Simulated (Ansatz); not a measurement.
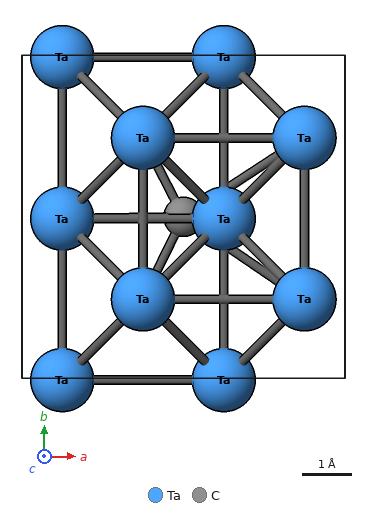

Starting structure of a defect cell of composition Ta$_{16}$C. Style: ball-and-stick. Shown: the cell of the calculation (origin shifted), along the c axis.

It is an interstitial C in bcc Ta. The run prepares an end point of a later path (interstitial hop) calculation, from a guessed geometry.

These are results of Ansatz 0.2.0, DFT PBE, scalar-relativistic, plane waves, PAW, not measurements.

Input
```yaml
crystal:
  lattice:
    - [6.62, 0.0, 0.0]
    - [0.0, 6.62, 0.0]
    - [0.0, 0.0, 6.62]
  atoms:
    - { symbol: Ta, position: [0.0, 0.0, 0.0] }
    - { symbol: Ta, position: [0.5, 0.0, 0.0] }
    - { symbol: Ta, position: [0.0, 0.5, 0.0] }
    - { symbol: Ta, position: [0.0, 0.0, 0.5] }
    - { symbol: Ta, position: [0.25, 0.25, 0.25] }
    - { symbol: Ta, position: [0.5, 0.5, 0.0] }
    - { symbol: Ta, position: [0.5, 0.0, 0.5] }
    - { symbol: Ta, position: [0.75, 0.25, 0.25] }
    - { symbol: Ta, position: [0.0, 0.5, 0.5] }
    - { symbol: Ta, position: [0.25, 0.75, 0.25] }
    - { symbol: Ta, position: [0.25, 0.25, 0.75] }
    - { symbol: Ta, position: [0.5, 0.5, 0.5] }
    - { symbol: Ta, position: [0.75, 0.75, 0.25] }
    - { symbol: Ta, position: [0.75, 0.25, 0.75] }
    - { symbol: Ta, position: [0.25, 0.75, 0.75] }
    - { symbol: Ta, position: [0.75, 0.75, 0.75] }
    - { symbol: C, position: [0.12537335, 0.75552982, -0.00122809] }
basis:
  ecutwfc: 420.0
kpoints:
  mp_grid: { grid: [3, 3, 3] }
hamiltonian:
  xc: pbe
scf:
  occupations: { method: fermi_dirac, width: 0.15 }
  lower_state_search: "off"
relax:
  f_tol: 0.03
  max_steps: 60
  adjacent_minimum: "off"
output:
  write_density: true
  write_potential: true
  elf: true
  volumetric_format: npy
```

Run as
```bash
ansatz run input.yaml --threads 4 --pin off --max-ram 10240MiB --backend cpu --events-out ev --progress --plain --runs-dir out
```

Q: What does the optimiser find from here?

A: The largest move is that of C17, 0.78 Å along +a. By element the largest moves are C 0.78 Å, Ta 0.32 Å. The cell doesn't change. Near-neighbour distances that change, for instance: Ta6–C17 3.002 → 2.259 Å, Ta16–C17 2.981 → 3.703 Å, Ta13–C17 2.990 → 3.703 Å, Ta2–C17 2.961 → 2.259 Å. Bond angles that change, for instance: Ta10–C17–Ta15 127.0° → 180.0°, Ta1–C17–Ta3 126.7° → 90.0°, Ta2–C17–Ta3 149.3° → 180.0°. Over 8 accepted moves (9 points after the start) the energy falls by 3.349 eV per cell of the calculation. Largest force component: 6.8 eV/Å at the start, 0.0081 eV/Å at the end. 1 step only repeated the SCF at the same geometry.

Final geometry:

```
CELL_PARAMETERS angstrom
6.62000 0.00000 0.00000
0.00000 6.62000 0.00000
0.00000 0.00000 6.62000
ATOMIC_POSITIONS crystal
Ta 0.00142 0.99158 0.99993
Ta 0.48394 0.99160 0.99993
Ta 0.00142 0.50908 0.99993
Ta 0.98030 0.01266 0.49993
Ta 0.24266 0.25033 0.25082
Ta 0.48395 0.50905 0.99993
Ta 0.50501 0.01271 0.49993
Ta 0.74267 0.25032 0.24187
Ta 0.98030 0.48798 0.49993
Ta 0.24268 0.75032 0.29816
Ta 0.24267 0.25033 0.74904
Ta 0.50502 0.48794 0.49993
Ta 0.74265 0.75032 0.25078
Ta 0.74267 0.25032 0.75798
Ta 0.24268 0.75032 0.70170
Ta 0.74265 0.75032 0.74908
C 0.24269 0.75032 0.99993
```

After the run, drawn alike:

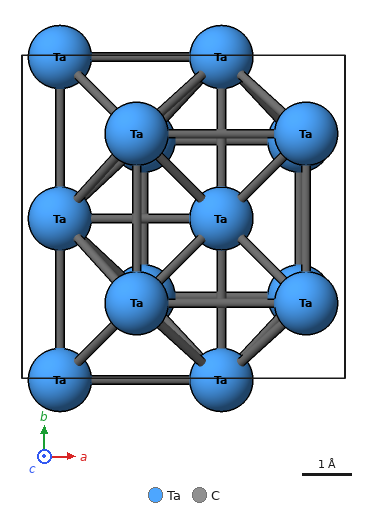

Limits of the set-up: the periodic images lie only 6.6 Å apart, so the values are limited by the cell's size.
